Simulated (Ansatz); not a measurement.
Pd

```
Pd
1.0
     0.00353    0.00353   -2.65722
    -3.35362   -3.35362    0.01293
    -6.54118    6.54118    0.00000
Pd
8
Direct
  0.50000 0.50000 0.50000
  0.00000 0.50000 0.00000
  0.50000 0.00000 0.00000
  0.00000 0.00000 0.50000
  0.75000 0.75000 0.75012
  0.25000 0.75000 0.25012
  0.75000 0.25000 0.25012
  0.25000 0.25000 0.75012
```

Space group C2/c; set up as Pd, beta-Sn type; a generated structure, not necessarily the stable one; changed on purpose from its base cell (volume × 0.96); computed pressure about 8 GPa in this cell.

The calculation used DFT, r2SCAN, plane waves (500 eV) with PAW, scalar-relativistic in Ansatz 0.2.0.

Q: Predict the valence pseudo-density and electron localisation function between the atoms.

A: Pd–Pd (2.66 Å): the density is about 0.34 e/Å³ at the midpoint; the ELF is about 0.20 at the midpoint (no shared electron pair shows on this line).
Pd–Pd (2.72 Å): ρ at the midpoint is about 0.31 e/Å³; the ELF is about 0.20 at the midpoint (no localised pair shows between them).

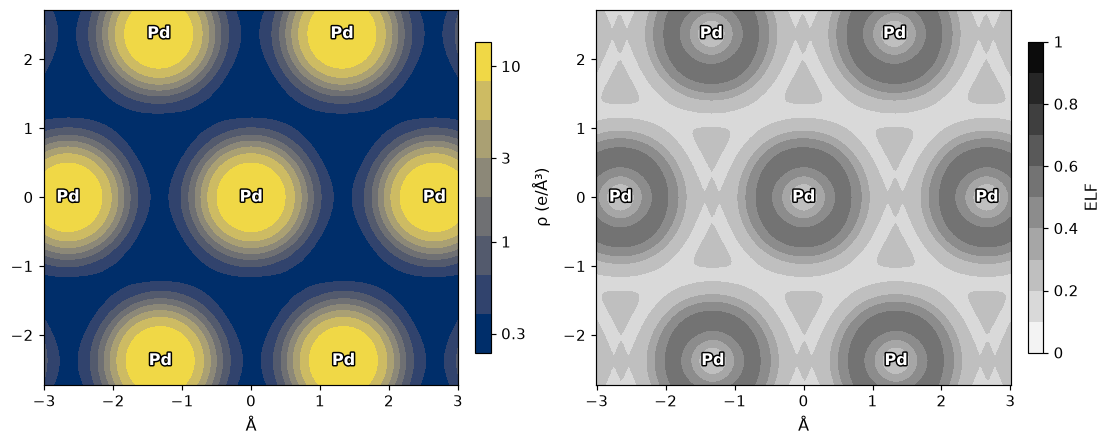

Computed valence pseudo-density and electron localisation function on the (001) plane of the standardised cell, in this order. 
